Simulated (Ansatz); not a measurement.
## From Tl to Al

System: Tl (Fm-3m, 1 atom in the cell).
Method of run 1: DFT PBEsol, scalar-relativistic, plane waves, PAW, no spin polarisation (Ansatz 0.2.0).
System of run 2: Al (Fm-3m, 1 atom in the cell).

On run 1: The structure was made by swapping elements on the sites of another compound; it need not be a known phase. On run 2: The structure derives from a Materials Project entry. Text and figures count atoms from 1; the logs count them from 0 in places.

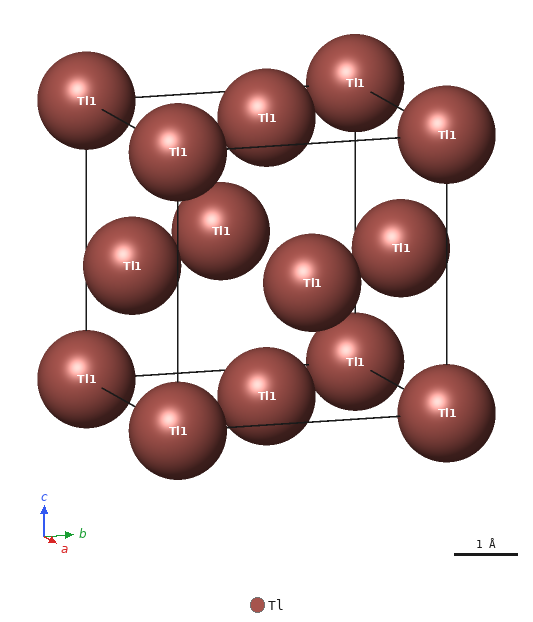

The structure as given in the input (spheres-only view of the cell 4 times as large as that of the calculation, set on its symmetry axes, seen slightly off an axis; atoms are numbered from 1 in the order of the input). An atom can appear more than once, as a periodic image.

## The input, run 1
```yaml
crystal:
  lattice:
    - [0.0, 2.2676439788, 2.2676439788]
    - [2.2676439788, 0.0, 2.2676439788]
    - [2.2676439788, 2.2676439788, 0.0]
  atoms:
    - { symbol: Tl, position: [0.0, 0.0, 0.0] }
basis:
  ecutwfc: 420
kpoints:
  mp_grid: { grid: [6, 6, 6] }
hamiltonian:
  xc: pbesol
scf:
  occupations: { method: gaussian, width: 0.1 }
output:
  forces: true
  stress: true
  eigenvalues: true
```

Launched with:
```bash
ansatz run input.yaml --threads 1 --pin off --max-ram 2560MiB --backend cpu --events-out ev --progress --plain --runs-dir out
```

Hardware: 1 thread of Intel Xeon @ 2.90GHz (Ice Lake), 32 GiB of memory available, shared host.

## Output, shortened to warnings, some set-up lines, iterations and results (run 1)
```
Basis set: ecut = 420 eV, 459 PW (Γ), exchange–correlation on 48×48×48 points (8 copies of the dense FFT grid, shifted against one another)
Symmetry: 48 space group operations
k-points: 16 of 216
Initial density: superposition of atomic densities (neutral atoms: chi_scale 0, normalization atom), corrected by the library's trained network
[...]
SCF iter   1: F=—  HF=-11295.485680 eV  |F-HF|=—  |Δ(HF+E_count)|=         —  Δρ=2.17e-3  dr2=1.05e-3  ethr=1.77e-3  ⟨swp⟩=5.2  Hψ=1112  notcnv=0
SCF iter   2: F=—  HF=-11295.484795 eV  |F-HF|=—  |Δ(HF+E_count)|=   8.85e-4  Δρ=1.26e-3  dr2=4.36e-4  ethr=8.10e-6  ⟨swp⟩=2.6  Hψ=401  notcnv=0
SCF iter   3: F=—  HF=-11295.484661 eV  |F-HF|=—  |Δ(HF+E_count)|=   1.34e-4  Δρ=6.38e-4  dr2=1.00e-4  ethr=3.35e-6  ⟨swp⟩=2.0  Hψ=270  notcnv=0
SCF iter   4: F=—  HF=-11295.484619 eV  |F-HF|=—  |Δ(HF+E_count)|=   4.14e-5  Δρ=1.28e-4  dr2=3.37e-6  ethr=7.72e-7  ⟨swp⟩=2.2  Hψ=258  notcnv=0
SCF iter   5: F=—  HF=-11295.484613 eV  |F-HF|=—  |Δ(HF+E_count)|=   5.85e-6  Δρ=1.69e-5  dr2=4.26e-8  ethr=2.59e-8  ⟨swp⟩=2.2  Hψ=267  notcnv=0
SCF iter   6: F=-11295.484613 eV  HF=-11295.484613 eV  |F-HF|=5.69e-10  |Δ(HF+E_count)|=   9.03e-9  Δρ=2.09e-6  dr2=1.24e-9  ethr=3.28e-10  ⟨swp⟩=3.4  Hψ=660  notcnv=0
SCF 1 converged in 6 iterations: F = -11295.484613 eV  dr2 = 1.24e-9
SCF converged after 6 iterations
Free energy (F): -11295.484613 eV
Harris-Foulkes:  -11295.484613 eV  (|F-HF|=5.69e-10)
Internal energy: -11295.475595 eV  (E = F + TS)
E sigma→0 (E₀):  -11295.480104 eV
Entropy (-TS):   -0.009018 eV (-9.018 meV/atom)
Fermi energy:    13.466438 eV
--- Per-component energies (eV) ---
  E_band       = 44.460047
  E_kinetic    = 336.378163
  E_local      = -753.163680  (includes V_loc(G=0)·N_el)
  E_nonlocal   = 319.215833
  E_hartree    = 280.064716
  E_xc         = -230.368792
  E_vxc        = -144.337933  (∫ρ·V_xc dr)
  E_paw        = -10017.569877  (= ΣΔE_a)
  E_vpaw       = -273.762724  (= ΣTr[D̂ρ^β])
  E_aug_tail   = 0.000033  (compensation charges beyond the density's cutoff)
  E_ewald      = -1230.070257
  E_core_change = 0.038265  (= ΣΔE_core)
  E_smearing   = -0.009018  (= −TS)
  E_closure    = -0.000000  (closes the sum)
  Σ components = -11295.484613   (vs F -11295.484613, Δ=0.00e0)
--- Forces (eV/Å), atoms counted from 1 ---
  atom   1  Tl    -0.00000000    -0.00000000     0.00000000
  max |Σ_I F_I| component: 3.12e-31 eV/Å
--- Stress (GPa, compression-positive) ---
       12.919007      -0.000000      -0.000000
        0.000000      12.919007       0.000000
       -0.000000      -0.000000      12.919007
  P = ⅓ Tr σ = 12.9190 GPa (129.190 kbar)
```

The input of run 2 differs as follows (lines with − go, lines with + come):
```diff
-    - [0.0, 2.2676439788, 2.2676439788]
-    - [2.2676439788, 0.0, 2.2676439788]
-    - [2.2676439788, 2.2676439788, 0.0]
+    - [0.0, 2.0194648466, 2.0194648466]
+    - [2.0194648466, 0.0, 2.0194648466]
+    - [2.0194648466, 2.0194648466, 0.0]
-    - { symbol: Tl, position: [0.0, 0.0, 0.0] }
+    - { symbol: Al, position: [0.0, 0.0, 0.0] }
-  mp_grid: { grid: [6, 6, 6] }
+  mp_grid: { grid: [8, 8, 8] }
```

Predict how the results change.

The total energies belong to different systems, so their difference says nothing on which is more stable or more accurate. The pressure goes from 12.92 to −1.31 GPa. The volume per atom goes from 23.32 to 16.47 Å³. The number of SCF iterations is the same. The irreducible k-points go from 16 to 29. The plane waves at Γ go from 459 to 331.

## Output, shortened to warnings, some set-up lines, iterations and results (run 2)
```
Basis set: ecut = 420 eV, 331 PW (Γ), exchange–correlation on 40×40×40 points (8 copies of the dense FFT grid, shifted against one another)
Symmetry: 48 space group operations
k-points: 29 of 512
Initial density: superposition of atomic densities (neutral atoms: chi_scale 0, normalization atom), corrected by the library's trained network
[...]
SCF iter   1: F=—  HF=-524.542294 eV  |F-HF|=—  |Δ(HF+E_count)|=         —  Δρ=9.54e-4  dr2=1.15e-4  ethr=1.77e-3  ⟨swp⟩=4.8  Hψ=1506  notcnv=0
SCF iter   2: F=—  HF=-524.542298 eV  |F-HF|=—  |Δ(HF+E_count)|=   4.17e-6  Δρ=4.34e-4  dr2=2.12e-5  ethr=3.84e-6  ⟨swp⟩=1.4  Hψ=421  notcnv=0
SCF iter   3: F=—  HF=-524.542317 eV  |F-HF|=—  |Δ(HF+E_count)|=   1.91e-5  Δρ=2.74e-5  dr2=7.61e-8  ethr=7.08e-7  ⟨swp⟩=1.0  Hψ=160  notcnv=0
SCF iter   4: F=-524.542317 eV  HF=-524.542317 eV  |F-HF|=3.44e-11  |Δ(HF+E_count)|=   1.96e-8  Δρ=7.66e-7  dr2=4.55e-11  ethr=2.54e-9  ⟨swp⟩=1.2  Hψ=166  notcnv=0
SCF iter   5: F=-524.542317 eV  HF=-524.542317 eV  |F-HF|=1.14e-13  |Δ(HF+E_count)|=  4.90e-11  Δρ=6.67e-8  dr2=5.08e-13  ethr=1.52e-12  ⟨swp⟩=2.0  Hψ=204  notcnv=0
SCF iter   6: F=-524.542317 eV  HF=-524.542317 eV  |F-HF|=1.14e-13  |Δ(HF+E_count)|=  1.14e-13  Δρ=2.11e-8  dr2=8.03e-14  ethr=1.00e-12  ⟨swp⟩=2.1  Hψ=598  notcnv=0
SCF 1 converged in 6 iterations: F = -524.542317 eV  dr2 = 8.03e-14
SCF converged after 6 iterations
Free energy (F): -524.542317 eV
Harris-Foulkes:  -524.542317 eV  (|F-HF|=1.14e-13)
Internal energy: -524.539176 eV  (E = F + TS)
E sigma→0 (E₀):  -524.540746 eV
Entropy (-TS):   -0.003142 eV (-3.142 meV/atom)
Fermi energy:    7.958110 eV
--- Per-component energies (eV) ---
  E_band       = 10.445296
  E_kinetic    = 22.871918
  E_local      = 9.775951  (includes V_loc(G=0)·N_el)
  E_nonlocal   = 10.359137
  E_hartree    = 0.108051
  E_xc         = -39.406077
  E_vxc        = -29.163379  (∫ρ·V_xc dr)
  E_paw        = -454.710243  (= ΣΔE_a)
  E_vpaw       = -3.614429  (= ΣTr[D̂ρ^β])
  E_aug_tail   = -0.000003  (compensation charges beyond the density's cutoff)
  E_ewald      = -73.557049
  E_core_change = 0.019139  (= ΣΔE_core)
  E_smearing   = -0.003142  (= −TS)
  E_closure    = 0.000000  (closes the sum)
  Σ components = -524.542317   (vs F -524.542317, Δ=0.00e0)
--- Forces (eV/Å), atoms counted from 1 ---
  atom   1  Al    -0.00000000    -0.00000000     0.00000000
  max |Σ_I F_I| component: 1.64e-32 eV/Å
--- Stress (GPa, compression-positive) ---
       -1.306157       0.000000       0.000000
       -0.000000      -1.306157      -0.000000
        0.000000      -0.000000      -1.306157
  P = ⅓ Tr σ = -1.3062 GPa (-13.062 kbar)
```

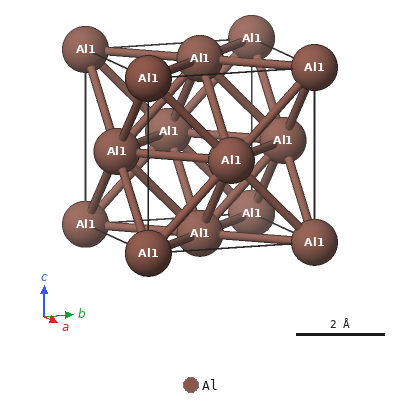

The input structure of run 2 (ball-and-stick view of the cell 4 times as large as that of the calculation, set on its symmetry axes, seen slightly off an axis; atoms are numbered from 1 in the order of the input). An atom can appear more than once, as a periodic image.

## The two runs side by side

```tsv
quantity	run 1	run 2
outcome	converged	converged
free energy per atom (eV)	−11295.4846	−524.5423
energy per atom, smearing taken to zero (eV)	−11295.4801	−524.5407
gap on the mesh (eV)	0.00	0.00
pressure (GPa)	12.92	−1.31
volume per atom (Å³)	23.32	16.47
largest force (eV/Å)	0.000	0.000
SCF iterations	6	6
irreducible k-points	16	29
plane waves at Γ	459	331
```

For run 1: Spin–orbit coupling is left out, which matters for Tl. The cell is under a pressure of 12.9 GPa at this level, so it is not at its equilibrium volume.
